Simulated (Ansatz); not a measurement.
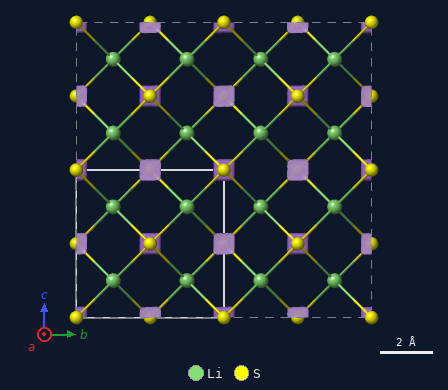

The purple surface encloses the points that the centre of a probe sphere of radius 0.75 Å can occupy in Li2S in space group Fm-3m, computed on a grid of about 0.16 Å (2×2×2 cells shown, view along the a axis; pale faces close the region where the box cuts it).

Atoms are hard spheres with Shannon crystal radii (six-coordinate where tabulated): Li 0.90 Å, S 1.70 Å.

Source of the atomic positions: coordinates from a relaxation with Ansatz, DFT PBE, scalar-relativistic, plane waves, PAW.

```xyz
12
Lattice="5.7080 0.0000 0.0000 0.0000 5.7080 0.0000 0.0000 0.0000 5.7080" Properties=species:S:1:pos:R:3 pbc="T T T"
Li    1.4270    4.2810    4.2810
Li    1.4270    1.4270    4.2810
S     0.0000    0.0000    0.0000
Li    1.4270    1.4270    1.4270
Li    1.4270    4.2810    1.4270
S     0.0000    2.8540    2.8540
Li    4.2810    4.2810    1.4270
Li    4.2810    1.4270    1.4270
S     2.8540    0.0000    2.8540
Li    4.2810    1.4270    4.2810
Li    4.2810    4.2810    4.2810
S     2.8540    2.8540    0.0000
```

Question: Do these regions connect?

Answer: They are isolated pockets that do not connect across cells.

Question: What share of the cell can the probe's centre reach?

Answer: About 1.4 % of the volume (2.6 Å³ of 186.0 Å³).

Question: Give the largest included and the largest free sphere.

Answer: The largest sphere that fits anywhere has a diameter of 2.31 Å; the largest that can travel through the crystal, about 0.7 Å.

Question: How does the connectivity change as the probe shrinks?

Answer: Below a radius of about 0.33 Å the space forms a three-dimensional network. These are grid estimates, good to about 0.05 Å.
